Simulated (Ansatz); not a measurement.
# Energy of Co along an even scaling of the cell

System: Co (Cmcm, 2 atoms in the cell).
Method: DFT, PBEsol, plane waves (420 eV) with PAW, scalar-relativistic, no spin polarisation (Ansatz 0.2.0).

The 7 runs differ only in the geometry, by an even scaling of the cell at fixed fractional positions.

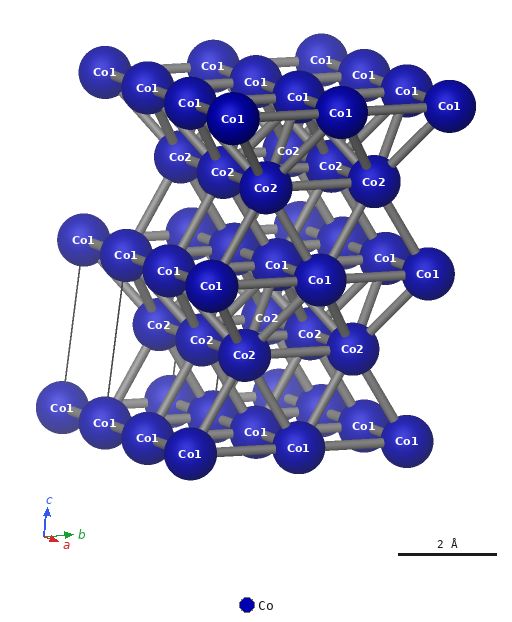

Figure 1. The structure of run 4 (ball-and-stick view of the reduced cell, repeated 3 × 2 × 2, seen slightly off an axis; atoms are numbered from 1 in the order of the input).

**Input of run 4**
```yaml
crystal:
  lattice:
    - [-2.7589277276, 2.4019335274, 1.1628799391]
    - [2.4019335274, -2.7589277276, 1.1628799391]
    - [2.0148894965, 2.0148894965, -1.8167154707]
  atoms:
    - { symbol: Co, position: [0.9889355944, 0.0110644056, 1.0] }
    - { symbol: Co, position: [0.7610644056, 0.2389355944, 0.5] }
hamiltonian:
  xc: pbesol
  pseudopotentials:
    kind: paw
    azcp:
      Co: "pseudopotentials/Co.paw.azcp"
basis:
  ecutwfc: 420
  fft_grid_basis: typed
kpoints:
  mp_grid: { grid: [21, 21, 15], shift: [0, 0, 0] }
magnetization:
  spin_polarized: false
scf:
  occupations: { method: fermi_dirac, width: 0.1 }
  lower_state_search: "off"
output:
  stress: true
```

Lattice vectors (Å) and fractional positions of run 4:
```
  -2.758928    2.401934    1.162880
   2.401934   -2.758928    1.162880
   2.014889    2.014889   -1.816715
Co  0.988936  0.011064  1.000000
Co  0.761064  0.238936  0.500000
```

Run 6 differs from it as follows:
```diff
-    - [-2.7589277276, 2.4019335274, 1.1628799391]
-    - [2.4019335274, -2.7589277276, 1.1628799391]
-    - [2.0148894965, 2.0148894965, -1.8167154707]
+    - [-2.8306200317, 2.4643491344, 1.1930980348]
+    - [2.4643491344, -2.8306200317, 1.1930980348]
+    - [2.0672475446, 2.0672475446, -1.8639238541]
```

**Results, with one run withheld**

| run | volume per atom (Å³) | free energy per atom, from the lowest run given (meV) | pressure (GPa) |
| --- | --- | --- | --- |
| 1 | 9.168 | 154.70 | 44.75 |
| 2 | 9.585 | 63.20 | 26.31 |
| 3 | 10.002 | 14.56 | 11.65 |
| 4 | 10.419 | 0.00 | −0.01 |
| 5 | 10.835 | 12.55 | −9.28 |
| 6 | 11.252 | ? | ? |
| 7 | 11.669 | 97.86 | −22.48 |

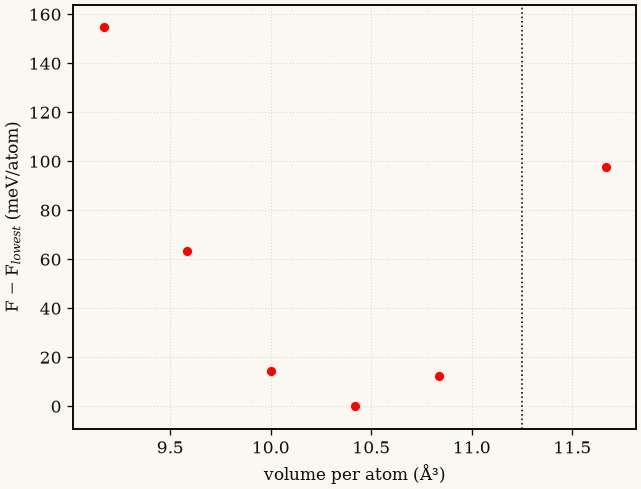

Figure 2. Free energy per atom of the runs given; the dotted line marks run 6.

What should run 6 give?

A cubic polynomial in V^(−2/3) (the Birch–Murnaghan form), fitted to the 6 runs given, misses them by at most 0.03 meV per atom. With x = V^(−2/3) − 0.21226 Å⁻², it reads F = 3.012 + 2278.5 x + 4.3682e+05 x² + 7.1709e+05 x³ (meV per atom). At run 6 it gives 46.60 meV per atom, and the run itself gives 46.66. The slope of the fit gives a pressure −dF/dV of −16.65 GPa there, and the run prints −16.65 GPa. The fit has its minimum at 10.418 Å³ per atom, where V d²F/dV² gives 259 GPa. Cell shape and fractional positions are held, so this is the stiffness under even scaling; the relaxed bulk modulus wasn't computed.

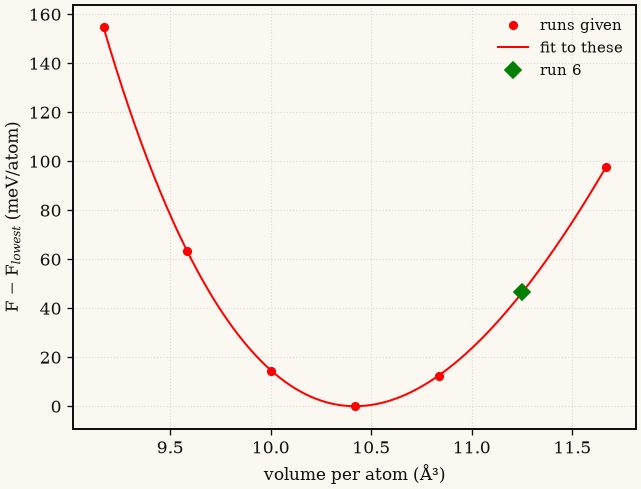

Figure 3. The fit and the withheld run.

**Output, shortened to warnings, some set-up lines, iterations and results (run 6)**
```
Warning: 4 symmetry operations that the atoms keep within the bar at which the run's group was sought (crystal.symmetry.tolerance 1.0e-5, or twice it) were not taken beside the 4 unitary ones that the detection took (of a slab, those that keep its plane). If the more symmetric cell is meant, write the vectors of crystal.lattice to more decimals, or, with the positions in fractional coordinates, …
Warning: [file] the record states the generating functional pbe (its physics header spells it `PBE`), which answers neither for hamiltonian.xc's functional nor for the pbesol family's — results may be inconsistent (PPs are generated against a specific XC)
Basis set: ecut = 420 eV, 429 PW (Γ)
Symmetry: 4 space group operations
k-points: 1738 of 6615
Initial density: superposition of atomic densities (neutral atoms: chi_scale 0, normalization atom), corrected by the library's trained network
[...]
SCF iter   1: F=—  HF=-10185.168248 eV  |F-HF|=—  |Δ(HF+E_count)|=         —  Δρ=2.61e-2  dr2=7.67e-2  ethr=1.77e-3  ⟨swp⟩=4.2  Hψ=133600  notcnv=0
SCF iter   2: F=—  HF=-10185.155305 eV  |F-HF|=—  |Δ(HF+E_count)|=   1.29e-2  Δρ=9.63e-3  dr2=1.16e-2  ethr=2.26e-4  ⟨swp⟩=2.0  Hψ=54339  notcnv=0
SCF iter   3: F=—  HF=-10185.153318 eV  |F-HF|=—  |Δ(HF+E_count)|=   1.99e-3  Δρ=1.14e-3  dr2=1.30e-4  ethr=3.41e-5  ⟨swp⟩=2.4  Hψ=50153  notcnv=0
SCF iter   4: F=—  HF=-10185.153297 eV  |F-HF|=—  |Δ(HF+E_count)|=   2.12e-5  Δρ=4.23e-4  dr2=1.14e-5  ethr=3.81e-7  ⟨swp⟩=2.2  Hψ=57001  notcnv=0
SCF iter   5: F=—  HF=-10185.153296 eV  |F-HF|=—  |Δ(HF+E_count)|=   7.89e-7  Δρ=1.13e-4  dr2=5.79e-7  ethr=3.34e-8  ⟨swp⟩=2.2  Hψ=51505  notcnv=0
SCF iter   6: F=—  HF=-10185.153297 eV  |F-HF|=—  |Δ(HF+E_count)|=   7.34e-7  Δρ=3.60e-5  dr2=4.38e-7  ethr=2.94e-10  ⟨swp⟩=5.0  Hψ=156344  notcnv=0
SCF iter   7: F=-10185.153297 eV  HF=-10185.153297 eV  |F-HF|=4.01e-9  |Δ(HF+E_count)|=   1.41e-7  Δρ=8.75e-6  dr2=4.85e-9  ethr=2.94e-10  ⟨swp⟩=3.0  Hψ=154421  notcnv=0
SCF 1 converged in 7 iterations: F = -10185.153297 eV  dr2 = 4.85e-9
SCF converged after 7 iterations
Free energy (F): -10185.153297 eV
Harris-Foulkes:  -10185.153297 eV  (|F-HF|=4.01e-9)
Internal energy: -10184.992824 eV  (E = F + TS)
E sigma→0 (E₀):  -10185.073060 eV
Entropy (-TS):   -0.160473 eV (-80.236 meV/atom)
Fermi energy:    17.582332 eV
--- Per-component energies (eV) ---
  E_band       = -518.603275
  E_kinetic    = 908.980937
  E_local      = -5873.660951  (includes V_loc(G=0)·N_el)
  E_nonlocal   = 910.339227
  E_hartree    = 2459.008283
  E_xc         = -315.183087
  E_vxc        = -408.614581  (∫ρ·V_xc dr)
  E_paw        = -2964.414949  (= ΣΔE_a)
  E_vpaw       = -973.670074  (= ΣTr[D̂ρ^β])
  E_aug_tail   = 0.000128  (compensation charges beyond the density's cutoff)
  E_ewald      = -5310.439250
  E_core_change = 0.376838  (= ΣΔE_core)
  E_smearing   = -0.160473  (= −TS)
  E_closure    = 0.000000  (closes the sum)
  Σ components = -10185.153297   (vs F -10185.153297, Δ=0.00e0)
--- Stress (GPa, compression-positive) ---
      -17.324532       0.171952      -0.300983
        0.171952     -17.324532      -0.300983
       -0.300983      -0.300983     -15.302438
  P = ⅓ Tr σ = -16.6505 GPa (-166.505 kbar)
```

Warnings of the run: near-symmetries of the structure were not used; the PAW datasets were made with another functional. The run has no spin polarisation, so a magnetic state may lie lower.
